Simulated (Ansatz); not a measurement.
Consider Al16N15 (cell with a defect).

Input file:

```
crystal:
  lattice:
    - [-4.4031742015, -4.4031742015, 4.4031742015]
    - [4.4031742015, -4.4031742015, -4.4031742015]
    - [4.4031742015, 4.4031742015, 4.4031742015]
  atoms:
    - { symbol: Al, position: [0.25, 0.0, 0.75], spin: 0.25 }
    - { symbol: Al, position: [0.0, 0.0, 0.0] }
    - { symbol: Al, position: [0.5, 0.75, 0.75], spin: 0.25 }
    - { symbol: Al, position: [0.25, 0.75, 0.0], spin: 0.25 }
    - { symbol: Al, position: [0.0, 0.75, 0.25] }
    - { symbol: Al, position: [0.75, 0.0, 0.25] }
    - { symbol: Al, position: [0.5, 0.0, 0.5] }
    - { symbol: Al, position: [0.0, 0.25, 0.75] }
    - { symbol: Al, position: [0.75, 0.5, 0.75] }
    - { symbol: Al, position: [0.5, 0.5, 0.0] }
    - { symbol: Al, position: [0.25, 0.5, 0.25] }
    - { symbol: Al, position: [0.0, 0.5, 0.5], spin: 0.25 }
    - { symbol: Al, position: [0.75, 0.75, 0.5] }
    - { symbol: Al, position: [0.75, 0.25, 0.0] }
    - { symbol: Al, position: [0.5, 0.25, 0.25] }
    - { symbol: Al, position: [0.25, 0.25, 0.5] }
    - { symbol: "N", position: [0.0, 0.75, 0.0] }
    - { symbol: "N", position: [0.5, 0.5, 0.75] }
    - { symbol: "N", position: [0.25, 0.5, 0.0] }
    - { symbol: "N", position: [0.0, 0.5, 0.25] }
    - { symbol: "N", position: [0.75, 0.75, 0.25] }
    - { symbol: "N", position: [0.5, 0.75, 0.5] }
    - { symbol: "N", position: [0.0, 0.0, 0.75] }
    - { symbol: "N", position: [0.75, 0.25, 0.75] }
    - { symbol: "N", position: [0.5, 0.25, 0.0] }
    - { symbol: "N", position: [0.25, 0.25, 0.25] }
    - { symbol: "N", position: [0.0, 0.25, 0.5] }
    - { symbol: "N", position: [0.75, 0.5, 0.5] }
    - { symbol: "N", position: [0.75, 0.0, 0.0] }
    - { symbol: "N", position: [0.5, 0.0, 0.25] }
    - { symbol: "N", position: [0.25, 0.0, 0.5] }
  host:
    lattice:
      - [0.0, 2.2015871008, 2.2015871008]
      - [2.2015871008, 0.0, 2.2015871008]
      - [2.2015871008, 2.2015871008, 0.0]
    atoms:
      - { symbol: Al, position: [0.0, 0.0, 0.0] }
      - { symbol: "N", position: [0.75, 0.75, 0.75] }
basis:
  ecutwfc: 420
  xc_grid: 2
kpoints:
  mp_grid: { grid: [2, 2, 2], shift: [0.0, 0.0, 0.0] }
hamiltonian:
  xc: pbe
scf:
  occupations: { method: gaussian, width: 0.01 }
output:
  forces: true
  stress: false
  eigenvalues: true
  populations: true
  charged_corrections:
    defect_position: [0.25, 0.75, 0.75]
    epsilon: [[8.6591, 0.0, 0.0], [0.0, 8.6591, 0.0], [0.0, 0.0, 8.6591]]
  write_density: true
  write_potential: true
  elf: true
  volumetric_format: npy
magnetization:
  spin_polarized: true
relax:
  adjacent_minimum: "off"
  f_tol: 0.025
  max_steps: 45
```

Command:

```sh
ansatz run input.yaml --threads 4 --pin off --max-ram 8192MiB --backend cpu --events-out ev --progress --plain --runs-dir out
```

The fields are those of the relaxed geometry.

Spin-polarised.

Computed with DFT PBE, scalar-relativistic, plane waves, PAW in Ansatz.

What will maps of the valence pseudo-density and electron localisation function show?

Answer. Al–N (1.89 Å): the density is about 0.68 e/Å³ at the midpoint; the ELF peaks at about 0.85 in the valence shell of N, 0.8 Å from its nucleus, and is about 0.85 at the midpoint.

Does the calculation give a band gap?

Answer. It is gapless in this calculation (a metal or semimetal).

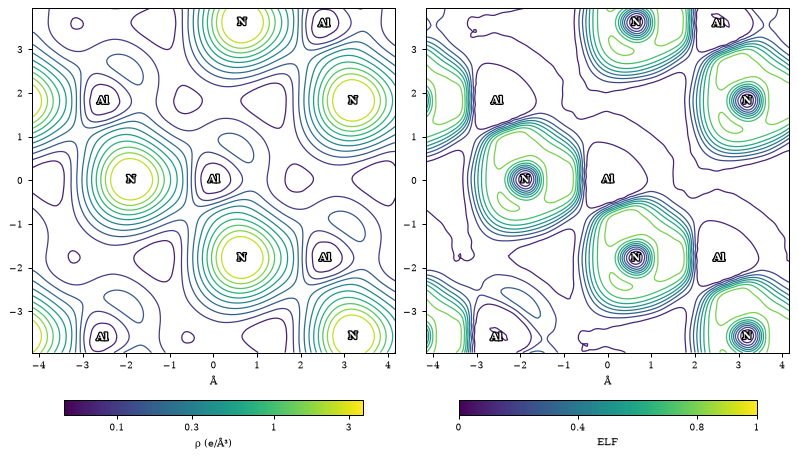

Computed valence pseudo-density and electron localisation function on the (100) plane of the calculation cell, in this order. 
